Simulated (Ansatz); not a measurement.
System: MgO, space group P-6m2 (No. 187).

The given structure:
```xyz
2
Lattice="2.9380 0.0000 0.0000 -1.4690 2.5444 0.0000 0.0000 0.0000 2.6797" Properties=species:S:1:pos:R:3 pbc="T T T"
Mg    0.0000    0.0000    0.0000
O     0.0000    1.6963    1.3398
```

Computed with Ansatz 0.2.0: biaxial strain in the xy plane and strain along z of a crystal, fractional coordinates fixed, by plane-wave density functional theory with PAW datasets, free energies less that of the undisturbed cell. Level: PBE, no spin polarisation.

wave cutoff 420 eV; k mesh 9×9×8; occupations Gaussian; smearing width 0.05 eV; k shift (0, 0, 0) (mesh steps); start as given.

Predict the map of the energy change over strain zz and strain xx = yy. The grid: strain zz −0.03, −0.015, 0, 0.015, 0.03 ; strain xx = yy −0.03, −0.015, 0, 0.015, 0.03.

At the origin the energy is lower than all eight neighbouring grid points, so a minimum lies at or close to the given structure. The energy change is least, 0.00 meV/atom, at strain zz of 0 and strain xx = yy of 0, and largest, 41.58 meV/atom, at strain zz of 0.03 and strain xx = yy of −0.03. Near the origin the softest direction lies along strain zz, turned by about 10° so that strain xx = yy takes the same sign; the curvature across the valley is 1.6 times that along it.

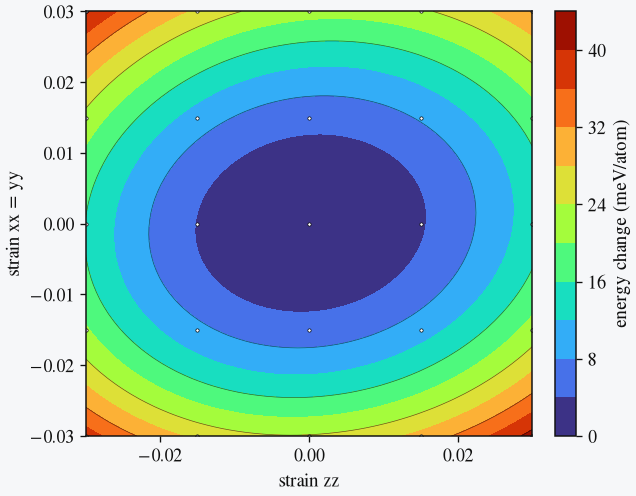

Keep in mind: odd k mesh can miss points on the zone edge; reference crystal is not relaxed.
